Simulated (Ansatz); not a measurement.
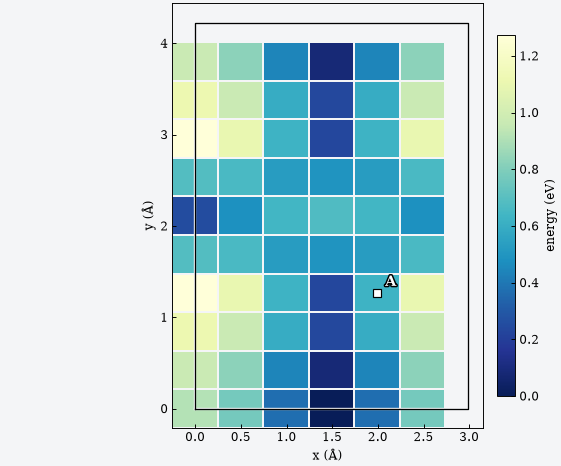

H on a Ta(110) slab cut from the Fm-3m phase, its upper half relaxed before the scan (4 atoms of substrate and one adsorbate in a 1 × 1 cell). H is moved over the surface cell; relaxed at each place: the height of the adsorbate's atoms; substrate rigid; the origin of the map has the adsorbate above Ta4. Places are given modulo a cell vector. The map is drawn in real space over the plane of the surface. The grid has 6 × 10 points; 24 points were computed and 36 follow by symmetry. Energies are in eV, from the lowest grid point. At some places the adsorbate sinks to or below the level of the top layer. With one adsorbate in each 1 × 1 cell, its nearest image is 3.0 Å away, so neighbouring adsorbates interact. Method: Ansatz, DFT PBE, scalar-relativistic, plane waves, PAW. Settings: cutoff 420 eV, k-mesh 9×6×1, gaussian smearing 0.1 eV, no spin polarisation.

Drawn: one coloured cell a grid point, the outline of one cell of the plane, the point A.

Question: Which way does the force act at A, and how strong is it?

Answer: A, at (4/6, 3/10) of the cell vectors, is not a stationary point. The computed force is 1.4 eV/Å in the plane, pointing up and left in the picture (components −1.3 and 0.5 eV/Å).

PAW datasets: the set soft_1.
